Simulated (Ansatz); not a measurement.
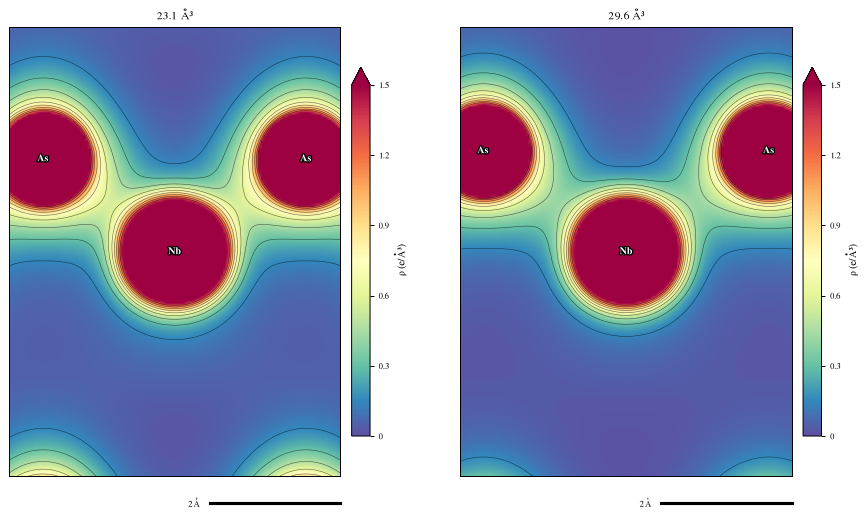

NbAs. The valence electron density of cells scaled evenly to different volumes (given per atom above each panel), on the (11̄0) plane of each (indices in the axes of the cell below), at one length scale and on one colour scale.

Started from the zinc blende prototype, which need not be the ambient phase.

Method: Ansatz, DFT r2SCAN, scalar-relativistic, plane waves, PAW.

The density is the valence pseudo-density of a PAW calculation; it isn't the true density close to the nuclei.

The largest cell:

```
Nb As
1.0
     0.00000    3.09199    3.09199
     3.09199    0.00000    3.09199
     3.09199    3.09199    0.00000
Nb As
1 1
Direct
  0.00000 0.00000 0.00000
  0.25000 0.25000 0.25000
```

| volume (Å³/atom) | Nb–As contact in the plane (Å) | ρ at its midpoint (e/Å³) | pressure (GPa) | 
| --- | --- | --- | --- |
| 23.05 | 2.465 | 0.564 | 5.5 | 
| 25.05 | 2.534 | ? | ? | 
| 29.56 | 2.678 | 0.416 | −13.0 | 

Q: Estimate the missing row, and compare with the calculation.

A: Over the known rows ln ρ falls by 1.43 per Å of Nb–As distance (the line through the two), which gives 0.511 e/Å³ at 2.534 Å; the calculation gives 0.510 e/Å³. For the pressure, a straight line in volume between the neighbouring rows gives −0.2 GPa; the calculation gives −3.1, lower because pressure rises ever faster on compression.
